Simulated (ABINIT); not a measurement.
## Run report: TiAl3, geometry relaxation (part 2 of 3)

Continued. System: TiAl3 (I4/mmm, 4 atoms in the cell). Method: Kohn-Sham DFT of a periodic cell, PBEsol, JTH PAW PBE v2.0, no spin polarisation (ABINIT 10.8.3); cutoff 408.17 eV, 10×10×10 k-mesh, fermi-dirac of 0.05 eV. The structure derives from a Materials Project entry.

Geometry of the input (Å; fractional positions):
```
-1.9111  1.9111  4.2807
1.9111  -1.9111  4.2807
1.9111  1.9111  -4.2807
Ti 0.0000  0.0000  0.0000
Al 0.2500  0.7500  0.5000
Al 0.7500  0.2500  0.5000
Al 0.5000  0.5000  0.0000
```

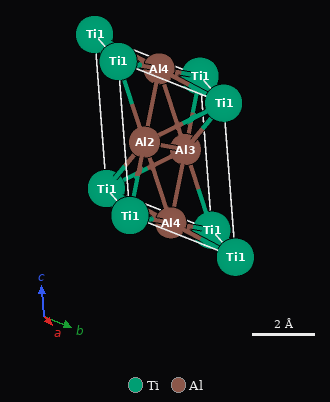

Fig. 1: The geometry at step 1 of the log (ball-and-stick view of the reduced cell, seen slightly off an axis; atoms are numbered from 1 in the order of the input).

**Output, continued**
```
 Cartesian coordinates (xcart) [bohr]
 -4.43649376793650E-32 -9.15195735201780E-49 -1.98055743001601E-32
  3.61113480370710E+00  9.09764774420113E-16  4.04403234713965E+00
  2.43630959645019E-16  3.61113480370710E+00  4.04403234713965E+00
 -2.34230202224665E-16  2.96204426505349E-16  8.08806469427929E+00
 Reduced coordinates (xred)
 -1.22437041794242E-33 -7.36716763972171E-33 -6.14279722177929E-33
  2.50000000000000E-01  7.50000000000000E-01  5.00000000000000E-01
  7.50000000000000E-01  2.50000000000000E-01  5.00000000000000E-01
  5.00000000000000E-01  5.00000000000000E-01  8.58099013875943E-18
 Cartesian forces (fcart) [Ha/bohr]; max,rms= 1.49640E-29 5.81044E-30 (free atoms)
  1.93876465831441E-30 -1.74761884693130E-30  1.64588542238296E-30
 -2.32105628108063E-30 -1.14687486829867E-29 -4.59628743880278E-30
 -1.55647303554819E-30  1.49639863768493E-29  1.30451659403686E-30
  1.93876465831441E-30 -1.74761884693130E-30  1.64588542238296E-30
 Gradient of E wrt nuclear positions in reduced coordinates (gred)
 -4.00604104822625E-45 -2.66240555512091E-29  1.26217744835362E-29
  7.02086205646701E-29  4.14151975241030E-30  1.26217744835362E-29
 -7.02086205646701E-29  4.91065913500080E-29 -3.78653234506086E-29
 -4.00604104822625E-45 -2.66240555512091E-29  1.26217744835362E-29
 Scale of Primitive Cell (acell) [bohr]
  9.56542626545920E+00  9.56542626545920E+00  9.56542626545920E+00
 Real space primitive translations (rprimd) [bohr]
 -3.61113480370710E+00  3.61113480370710E+00  8.08806469427930E+00
  3.61113480370710E+00 -3.61113480370710E+00  8.08806469427929E+00
  3.61113480370710E+00  3.61113480370710E+00 -8.08806469427930E+00
 Unitary Cell Volume (ucvol) [Bohr^3]=  4.21882984476099E+02
 Angles (23,13,12)= [degrees]
  1.35639763436770E+02  1.35639763436770E+02  6.45377609541601E+01
 Lengths [Bohr]
  9.56542626545920E+00  9.56542626545920E+00  9.56542626545920E+00
 Stress tensor in cartesian coordinates (strten) [Ha/bohr^3]
  1.87349892319258E-06  0.00000000000000E+00  0.00000000000000E+00
  0.00000000000000E+00  1.87349892319323E-06  0.00000000000000E+00
  0.00000000000000E+00  0.00000000000000E+00  3.54273069266419E-06
 Total energy (etotal) [Ha]= -6.49641426840051E+01

 Difference of energy with previous step (new-old):
           Absolute (Ha)=-4.89223E-07
           Relative     =-7.53066E-09

--- Iteration: ( 3/60) Internal Cycle: (1/1)
--------------------------------------------------------------------------------

---SELF-CONSISTENT-FIELD CONVERGENCE--------------------------------------------

--- !BeginCycle
iteration_state: {dtset: 1, itime: 3, icycle: 1, }
solver: {iscf: 17, nstep: 100, nline: 4, wfoptalg: 10, }
tolerances: {tolvrs: 1.00E-09, }
...

     iter   Etot(hartree)      deltaE(h)  residm     nres2
 ETOT  1  -64.964168597186    -6.496E+01 6.694E-02 1.302E-02
 ETOT  2  -64.964202908218    -3.431E-05 4.994E-03 3.489E-02
 ETOT  3  -64.964141741250     6.117E-05 3.407E-04 2.626E-04
 ETOT  4  -64.964143125238    -1.384E-06 8.094E-04 3.685E-05
 ETOT  5  -64.964143082865     4.237E-08 3.212E-05 4.203E-07
 ETOT  6  -64.964143082914    -4.928E-11 9.563E-06 2.980E-07
 ETOT  7  -64.964143082361     5.532E-10 1.526E-05 4.110E-09
 ETOT  8  -64.964143082374    -1.339E-11 1.022E-05 7.813E-10

 At SCF step    8       nres2   =  7.81E-10 < tolvrs=  1.00E-09 =>converged.

 Cartesian components of stress tensor (hartree/bohr^3)
  sigma(1 1)= -2.01798167E-07  sigma(3 2)=  0.00000000E+00
  sigma(2 2)= -2.01798167E-07  sigma(3 1)=  0.00000000E+00
  sigma(3 3)=  6.49783882E-07  sigma(2 1)=  0.00000000E+00

--- !ResultsGS
iteration_state: {dtset: 1, itime: 3, icycle: 1, }
comment   : Summary of ground state results
lattice_vectors:
- [ -3.6105298,   3.6105298,   8.0855056, ]
- [  3.6105298,  -3.6105298,   8.0855056, ]
- [  3.6105298,   3.6105298,  -8.0855056, ]
lattice_lengths: [   9.56281,    9.56281,    9.56281, ]
lattice_angles: [135.635, 135.635,  64.545, ] # degrees, (23, 13, 12)
lattice_volume:   4.2160820E+02
convergence: {deltae: -1.339E-11, res2:  7.813E-10, residm:  1.022E-05, diffor: null, }
etotal    :  -6.49641431E+01
entropy   :   0.00000000E+00
fermie    :   3.22083132E-01
cartesian_stress_tensor: # hartree/bohr^3
- [ -2.01798167E-07,   0.00000000E+00,   0.00000000E+00, ]
- [  0.00000000E+00,  -2.01798167E-07,   0.00000000E+00, ]
- [  0.00000000E+00,   0.00000000E+00,   6.49783882E-07, ]
pressure_GPa:  -2.4144E-03
xred      :
- [ -4.1511E-31,   1.0849E-30,   7.1851E-32, Ti]
- [  2.5000E-01,   7.5000E-01,   5.0000E-01, Al]
- [  7.5000E-01,   2.5000E-01,   5.0000E-01, Al]
- [  5.0000E-01,   5.0000E-01,   8.5810E-18, Al]
cartesian_forces: # hartree/bohr
- [ -4.36977919E-31,   1.74791168E-30,  -1.95129641E-31, ]
- [  8.08409150E-30,  -3.05884543E-30,   1.46347231E-30, ]
- [ -7.21013567E-30,  -4.36977919E-31,  -1.07321302E-30, ]
- [ -4.36977919E-31,   1.74791168E-30,  -1.95129641E-31, ]
force_length_stats: {min:   1.81224185E-30, max:   8.76646006E-30, mean:   4.92340007E-30, }
...

 Integrated electronic density in atomic spheres:
 ------------------------------------------------
 Atom  Sphere_radius  Integrated_density
    1        2.30803         10.23108920
    2        1.90363          0.77811764
    3        1.90363          0.77811764
    4        1.90363          0.79194446

---OUTPUT-----------------------------------------------------------------------

 Cartesian coordinates (xcart) [bohr]
  5.67542293534851E-30 -5.15658250759714E-30  4.83494753545525E-30
  3.61052982630949E+00  2.16199377117981E-17  4.04275282054406E+00
 -6.44513877063296E-16  3.61052982630949E+00  4.04275282054406E+00
 -4.56347164438400E-16  5.18311006108918E-16  8.08550564108812E+00
 Reduced coordinates (xred)
 -4.15114727454561E-31  1.08494287683583E-30  7.18510097840271E-32
  2.50000000000000E-01  7.50000000000000E-01  5.00000000000000E-01
  7.50000000000000E-01  2.50000000000000E-01  5.00000000000000E-01
  5.00000000000000E-01  5.00000000000000E-01  8.58099013875951E-18
 Cartesian forces (fcart) [Ha/bohr]; max,rms= 8.08409E-30 3.37575E-30 (free atoms)
 -4.36977919125707E-31  1.74791167650283E-30 -1.95129640677574E-31
  8.08409150382559E-30 -3.05884543387995E-30  1.46347230508181E-30
 -7.21013566557418E-30 -4.36977919125709E-31 -1.07321302372666E-30
 -4.36977919125707E-31  1.74791167650283E-30 -1.95129640677574E-31
 Gradient of E wrt nuclear positions in reduced coordinates (gred)
 -6.31088724176810E-30  9.46633086265214E-30 -6.31088724176809E-30
  2.83989925879564E-29 -5.20648197445868E-29 -6.31088724176810E-30
 -1.57772181044202E-29  3.31321580192825E-29  1.89326617253043E-29
 -6.31088724176810E-30  9.46633086265214E-30 -6.31088724176809E-30
 Scale of Primitive Cell (acell) [bohr]
  9.56280569317440E+00  9.56280569317440E+00  9.56280569317440E+00
 Real space primitive translations (rprimd) [bohr]
 -3.61052982630949E+00  3.61052982630949E+00  8.08550564108812E+00
  3.61052982630949E+00 -3.61052982630949E+00  8.08550564108812E+00
  3.61052982630949E+00  3.61052982630949E+00 -8.08550564108812E+00
 Unitary Cell Volume (ucvol) [Bohr^3]=  4.21608200764996E+02
 Angles (23,13,12)= [degrees]
  1.35634789793486E+02  1.35634789793486E+02  6.45454640708072E+01
 Lengths [Bohr]
  9.56280569317440E+00  9.56280569317440E+00  9.56280569317440E+00
 Stress tensor in cartesian coordinates (strten) [Ha/bohr^3]
 -2.01798167137439E-07  0.00000000000000E+00  0.00000000000000E+00
  0.00000000000000E+00 -2.01798167138523E-07  0.00000000000000E+00
  0.00000000000000E+00  0.00000000000000E+00  6.49783881710546E-07
 Total energy (etotal) [Ha]= -6.49641430823745E+01

 Difference of energy with previous step (new-old):
           Absolute (Ha)=-3.98369E-07
           Relative     =-6.13214E-09

--- Iteration: ( 4/60) Internal Cycle: (1/1)
--------------------------------------------------------------------------------

---SELF-CONSISTENT-FIELD CONVERGENCE--------------------------------------------

--- !BeginCycle
iteration_state: {dtset: 1, itime: 4, icycle: 1, }
solver: {iscf: 17, nstep: 100, nline: 4, wfoptalg: 10, }
tolerances: {tolvrs: 1.00E-09, }
...

     iter   Etot(hartree)      deltaE(h)  residm     nres2
 ETOT  1  -64.964143234091    -6.496E+01 1.129E-03 7.513E-05
 ETOT  2  -64.964143423531    -1.894E-07 2.781E-05 1.967E-04
 ETOT  3  -64.964143079923     3.436E-07 2.136E-05 1.025E-06
 ETOT  4  -64.964143089004    -9.081E-09 6.511E-06 1.728E-07
 ETOT  5  -64.964143088796     2.082E-10 9.919E-06 1.753E-09
 ETOT  6  -64.964143088797    -8.527E-13 2.527E-05 1.687E-09
 ETOT  7  -64.964143088795     2.132E-12 5.060E-06 3.998E-11

 At SCF step    7       nres2   =  4.00E-11 < tolvrs=  1.00E-09 =>converged.

 Cartesian components of stress tensor (hartree/bohr^3)
  sigma(1 1)= -3.74895715E-07  sigma(3 2)=  0.00000000E+00
  sigma(2 2)= -3.74895715E-07  sigma(3 1)=  0.00000000E+00
  sigma(3 3)=  2.53530150E-07  sigma(2 1)=  0.00000000E+00

--- !ResultsGS
iteration_state: {dtset: 1, itime: 4, icycle: 1, }
comment   : Summary of ground state results
lattice_vectors:
- [ -3.6105141,   3.6105141,   8.0851706, ]
- [  3.6105141,  -3.6105141,   8.0851706, ]
- [  3.6105141,   3.6105141,  -8.0851706, ]
lattice_lengths: [   9.56251,    9.56251,    9.56251, ]
lattice_angles: [135.634, 135.634,  64.547, ] # degrees, (23, 13, 12)
lattice_volume:   4.2158707E+02
convergence: {deltae:  2.132E-12, res2:  3.998E-11, residm:  5.060E-06, diffor: null, }
etotal    :  -6.49641431E+01
entropy   :   0.00000000E+00
fermie    :   3.22102992E-01
cartesian_stress_tensor: # hartree/bohr^3
- [ -3.74895715E-07,   0.00000000E+00,   0.00000000E+00, ]
- [  0.00000000E+00,  -3.74895715E-07,   0.00000000E+00, ]
- [  0.00000000E+00,   0.00000000E+00,   2.53530150E-07, ]
pressure_GPa:   4.8668E-03
xred      :
- [ -1.8933E-31,   1.0688E-30,   2.7322E-31, Ti]
- [  2.5000E-01,   7.5000E-01,   5.0000E-01, Al]
- [  7.5000E-01,   2.5000E-01,   5.0000E-01, Al]
- [  5.0000E-01,   5.0000E-01,   8.5810E-18, Al]
cartesian_forces: # hartree/bohr
- [  2.04834289E-31,   2.18489908E-31,  -6.09805397E-33, ]
- [ -3.41390482E-31,  -8.19337156E-31,   6.70785937E-32, ]
- [ -6.82780964E-32,   3.82357340E-31,  -5.48824857E-32, ]
- [  2.04834289E-31,   2.18489908E-31,  -6.09805397E-33, ]
force_length_stats: {min:   2.99553188E-31, max:   8.90146266E-31, mean:   4.70379184E-31, }
...

 Integrated electronic density in atomic spheres:
 ------------------------------------------------
 Atom  Sphere_radius  Integrated_density
    1        2.30803         10.23105435
    2        1.90363          0.77809665
    3        1.90363          0.77809665
    4        1.90363          0.79191859

---OUTPUT-----------------------------------------------------------------------

 Cartesian coordinates (xcart) [bohr]
  5.52888651493225E-30 -3.55594789704213E-30  4.90143540432175E-30
  3.61051414800038E+00 -6.44513006742308E-16  4.04258529129643E+00
 -4.22468401817277E-16  3.61051414800038E+00  4.04258529129643E+00
 -1.22598297657282E-17  7.42234023654156E-17  8.08517058259285E+00
 Reduced coordinates (xred)
 -1.89330746390088E-31  1.06877738441530E-30  2.73221283315396E-31
  2.50000000000000E-01  7.50000000000000E-01  5.00000000000000E-01
  7.50000000000000E-01  2.50000000000000E-01  5.00000000000000E-01
  5.00000000000000E-01  5.00000000000000E-01  8.58099013875971E-18
 Cartesian forces (fcart) [Ha/bohr]; max,rms= 8.19337E-31 3.06281E-31 (free atoms)
  2.04834289059437E-31  2.18489908330066E-31 -6.09805397086648E-33
 -3.41390481765729E-31 -8.19337156237749E-31  6.70785936795313E-32
 -6.82780963531457E-32  3.82357339577616E-31 -5.48824857377983E-32
  2.04834289059437E-31  2.18489908330066E-31 -6.09805397086648E-33
 Gradient of E wrt nuclear positions in reduced coordinates (gred)
 -7.13030946736645E-47  9.86076131526265E-32 -1.57772181044202E-30
  1.18329135783152E-30 -2.26797510251041E-30  4.73316543132607E-30
 -1.18329135783152E-30  2.07075987620516E-30 -1.57772181044202E-30
 -7.13030946736645E-47  9.86076131526265E-32 -1.57772181044202E-30
 Scale of Primitive Cell (acell) [bohr]
  9.56251055818747E+00  9.56251055818747E+00  9.56251055818747E+00
 Real space primitive translations (rprimd) [bohr]
 -3.61051414800038E+00  3.61051414800038E+00  8.08517058259286E+00
  3.61051414800038E+00 -3.61051414800038E+00  8.08517058259286E+00
  3.61051414800038E+00  3.61051414800038E+00 -8.08517058259285E+00
 Unitary Cell Volume (ucvol) [Bohr^3]=  4.21587068164265E+02
 Angles (23,13,12)= [degrees]
  1.35633550629185E+02  1.35633550629185E+02  6.45473833026838E+01
 Lengths [Bohr]
  9.56251055818747E+00  9.56251055818747E+00  9.56251055818747E+00
 Stress tensor in cartesian coordinates (strten) [Ha/bohr^3]
 -3.74895714748066E-07  0.00000000000000E+00  0.00000000000000E+00
  0.00000000000000E+00 -3.74895714749151E-07  0.00000000000000E+00
  0.00000000000000E+00  0.00000000000000E+00  2.53530150267625E-07
 Total energy (etotal) [Ha]= -6.49641430887947E+01

 Difference of energy with previous step (new-old):
           Absolute (Ha)=-6.42027E-09
           Relative     =-9.88278E-11

 At Broyd/MD step   4, gradients are converged :
  max grad (force/stress) = 3.7490E-05 < tolmxf= 5.0000E-05 ha/bohr (free atoms)

================================================================================

 ----iterations are completed or convergence reached----

 Mean square residual over all n,k,spin=   52.056E-10; max=  50.596E-07
 reduced coordinates (array xred) for    4 atoms
      -0.000000000000      0.000000000000      0.000000000000
       0.250000000000      0.750000000000      0.500000000000
       0.750000000000      0.250000000000      0.500000000000
       0.500000000000      0.500000000000      0.000000000000
 rms dE/dt=  2.0840E-30; max dE/dt=  6.3109E-30; dE/dt below (all hartree)
    1       0.000000000000      0.000000000000      0.000000000000
    2       0.000000000000     -0.000000000000      0.000000000000
    3      -0.000000000000      0.000000000000      0.000000000000
    4       0.000000000000      0.000000000000      0.000000000000

 cartesian coordinates (angstrom) at end:
    1      0.00000000000000    -0.00000000000000     0.00000000000000
    2      1.91060180546849    -0.00000000000000     2.13924400783445
    3     -0.00000000000000     1.91060180546849     2.13924400783445
    4     -0.00000000000000     0.00000000000000     4.27848801566889

 cartesian forces (hartree/bohr) at end:
    1      0.00000000000000     0.00000000000000    -0.00000000000000
    2     -0.00000000000000    -0.00000000000000     0.00000000000000
    3     -0.00000000000000     0.00000000000000    -0.00000000000000
    4      0.00000000000000     0.00000000000000    -0.00000000000000
 frms,max,avg= 3.0628088E-31 8.1933716E-31   0.000E+00  0.000E+00  0.000E+00 h/b

 cartesian forces (eV/Angstrom) at end:
    1      0.00000000000000     0.00000000000000    -0.00000000000000
    2     -0.00000000000000    -0.00000000000000     0.00000000000000
    3     -0.00000000000000     0.00000000000000    -0.00000000000000
    4      0.00000000000000     0.00000000000000    -0.00000000000000
 frms,max,avg= 1.5749596E-29 4.2132011E-29   0.000E+00  0.000E+00  0.000E+00 e/A
 length scales=  9.562510558187  9.562510558187  9.562510558187 bohr
              =  5.060262662979  5.060262662979  5.060262662979 angstroms
 Fermi (or HOMO) energy (hartree) =   0.32210   Average Vxc (hartree)=  -0.38464
 Eigenvalues (hartree) for nkpt= 102  k points:
 kpt#   1, nband= 15, wtk=  0.00100, kpt=  0.0000  0.0000  0.0000 (reduced coord)
  -1.74243   -0.87601   -0.87601   -0.87309   -0.05018    0.21694    0.22557    0.26959
   0.27680    0.27680    0.35353    0.38706    0.38706    0.40495    0.41358
      occupation numbers for kpt#   1
   2.00000    2.00000    2.00000    2.00000    2.00000    2.00000    2.00000    2.00000
   2.00000    2.00000    0.00000    0.00000    0.00000    0.00000    0.00000
 prteigrs : prtvol=0 or 1, do not print more k-points.

 Fermi (or HOMO) energy (eV) =   8.76487   Average Vxc (eV)= -10.46650
 Eigenvalues (   eV  ) for nkpt= 102  k points:
 kpt#   1, nband= 15, wtk=  0.00100, kpt=  0.0000  0.0000  0.0000 (reduced coord)
 -47.41387  -23.83747  -23.83747  -23.75797   -1.36558    5.90311    6.13810    7.33597
   7.53206    7.53206    9.61998   10.53241   10.53241   11.01921   11.25418
 prteigrs : prtvol=0 or 1, do not print more k-points.

--- !EnergyTerms
iteration_state     : {dtset: 1, itime: 4, icycle: 1, }
comment             : Components of total free energy in Hartree
kinetic             :  1.03769242909139E+01
hartree             :  1.84079792917523E+01
xc                  : -6.48262725231417E+00
Ewald energy        : -4.28426186275502E+01
psp_core            :  7.24221386225419E-01
local_psp           : -4.69388415907380E+01
PAW spherical_terms :  1.79130845327139E+00
internal            : -6.49636540484394E+01
'-kT*entropy'       : -4.91278800071123E-04
total_energy        : -6.49641453272394E+01
total_energy_eV     : -1.76776445063955E+03
...

--- !EnergyTermsDC
iteration_state     : {dtset: 1, itime: 4, icycle: 1, }
comment             : '"Double-counting" decomposition of free energy'
band_energy         : -6.18844534710730E+00
Ewald energy        : -4.28426186275502E+01
psp_core            :  7.24221386225419E-01
xc_dc               : -1.78840774901418E+01
PAW spherical_terms :  1.22726826857921E+00
internal            : -6.49636518099946E+01
'-kT*entropy'       : -4.91278800071123E-04
total_energy_dc     : -6.49641430887947E+01
total_energy_dc_eV  : -1.76776438972837E+03
...

--- !EnergyTermsWithPAWCore
iteration_state     : {dtset: 1, itime: 4, icycle: 1, }
comment             : 'Components of total free energy, including PAW core contributions'
Total energy        : -1.57996062035511E+03
Total energy DC     : -1.57996061811667E+03
Total energy (eV)   : -4.29929186939227E+04
Total energy DC (eV): -4.29929186330115E+04
...

 Cartesian components of stress tensor (hartree/bohr^3)
  sigma(1 1)= -3.74895715E-07  sigma(3 2)=  0.00000000E+00
  sigma(2 2)= -3.74895715E-07  sigma(3 1)=  0.00000000E+00
  sigma(3 3)=  2.53530150E-07  sigma(2 1)=  0.00000000E+00

-Cartesian components of stress tensor (GPa)         [Pressure=  4.8668E-03 GPa]
- sigma(1 1)= -1.10298127E-02  sigma(3 2)=  0.00000000E+00
- sigma(2 2)= -1.10298127E-02  sigma(3 1)=  0.00000000E+00
- sigma(3 3)=  7.45911455E-03  sigma(2 1)=  0.00000000E+00

== END DATASET(S) ==============================================================
================================================================================

 -outvars: echo values of variables after computation  --------
            acell      9.5625105582E+00  9.5625105582E+00  9.5625105582E+00 Bohr
           etotal     -6.4964143089E+01
            fcart      2.0483428906E-31  2.1848990833E-31 -6.0980539709E-33
                      -3.4139048177E-31 -8.1933715624E-31  6.7078593680E-32
                      -6.8278096353E-32  3.8235733958E-31 -5.4882485738E-32
                       2.0483428906E-31  2.1848990833E-31 -6.0980539709E-33
            rprim     -3.7756969010E-01  3.7756969010E-01  8.4550710124E-01
                       3.7756969010E-01 -3.7756969010E-01  8.4550710124E-01
                       3.7756969010E-01  3.7756969010E-01 -8.4550710124E-01
           strten     -3.7489571475E-07 -3.7489571475E-07  2.5353015027E-07
                       0.0000000000E+00  0.0000000000E+00  0.0000000000E+00
           xangst      2.9257607434E-30 -1.8817265890E-30  2.5937279149E-30
                       1.9106018055E+00 -3.4106159507E-16  2.1392440078E+00
                      -2.2356065042E-16  1.9106018055E+00  2.1392440078E+00
                      -6.4876225172E-18  3.9277333021E-17  4.2784880157E+00
             xred     -1.8933074639E-31  1.0687773844E-30  2.7322128332E-31
                       2.5000000000E-01  7.5000000000E-01  5.0000000000E-01
                       7.5000000000E-01  2.5000000000E-01  5.0000000000E-01
                       5.0000000000E-01  5.0000000000E-01  8.5809901388E-18
 Calculation completed.
```

**Trajectory as extended XYZ (Å, eV, eV/Å), 4 frames, from step=0 to step=3**
```
4
Lattice="-1.9111 1.9111 4.2807 1.9111 -1.9111 4.2807 1.9111 1.9111 -4.2807" Properties=species:S:1:pos:R:3:forces:R:3 step=0 energy=-1767.76436
Ti    0.0000    0.0000    0.0000    0.0000   0.0000   0.0000
Al    1.9111    0.0000    2.1403    0.0000   0.0000   0.0000
Al    0.0000    1.9111    2.1403    0.0000   0.0000   0.0000
Al    0.0000    0.0000    4.2807    0.0000   0.0000   0.0000
4
Lattice="-1.9109 1.9109 4.2800 1.9109 -1.9109 4.2800 1.9109 1.9109 -4.2800" Properties=species:S:1:pos:R:3:forces:R:3 step=1 energy=-1767.76438
Ti    0.0000    0.0000    0.0000    0.0000   0.0000   0.0000
Al    1.9109    0.0000    2.1400    0.0000   0.0000   0.0000
Al    0.0000    1.9109    2.1400    0.0000   0.0000   0.0000
Al    0.0000    0.0000    4.2800    0.0000   0.0000   0.0000
4
Lattice="-1.9106 1.9106 4.2787 1.9106 -1.9106 4.2787 1.9106 1.9106 -4.2787" Properties=species:S:1:pos:R:3:forces:R:3 step=2 energy=-1767.76439
Ti    0.0000    0.0000    0.0000    0.0000   0.0000   0.0000
Al    1.9106    0.0000    2.1393    0.0000   0.0000   0.0000
Al    0.0000    1.9106    2.1393    0.0000   0.0000   0.0000
Al    0.0000    0.0000    4.2787    0.0000   0.0000   0.0000
```
